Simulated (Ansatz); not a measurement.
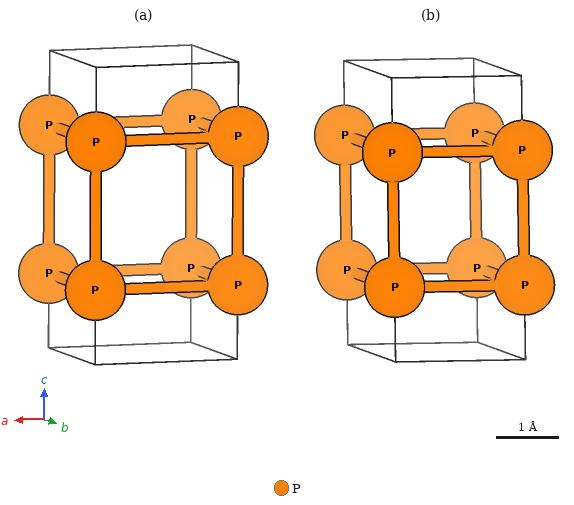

Left: a symmetric starting cell of P. Right: the same structure after one change, at the same scale. The picture is a ball-and-stick view of the cell of the calculation, seen from a free direction.

All numbers below come from DFT PBEsol, scalar-relativistic, plane waves, PAW (Ansatz). Set-up: plane-wave cutoff 420 eV; k-point mesh 18 × 18 × 10; occupations gaussian; smearing width 0.1 eV; no spin polarisation.

Q: Which change leads from the left to the right?

A: The cell is strained by +2.5 % along b, −3.7 % along [2 0 3], −9.3 % roughly along [3 0 −1] (volume −10.5 %) and atoms are displaced by 0.06 Å relative to the cell. No relaxation follows. The starting cell wasn't computed here and needn't be at equilibrium, so pressure and forces aren't due to the change alone.

Q: How do the computed properties respond?

A: Near-neighbour distances before and after: P–P 2.425 → 2.200 to 2.440 Å, P–P 2.439 → 2.499 Å. The space group stays P2/m (No. 10). The pressure is 21.1 GPa (not all of it need come from the change, since the unchanged cell can be under pressure at this level too). The principal stresses (compression positive) are 41.8 GPa roughly along a, 22.4 GPa along c, −0.8 GPa along b. The largest forces, 1 eV/Å, act on 2 P atoms of the calculation's cell. The forces point straight back along the displacements (cosine −1.00).
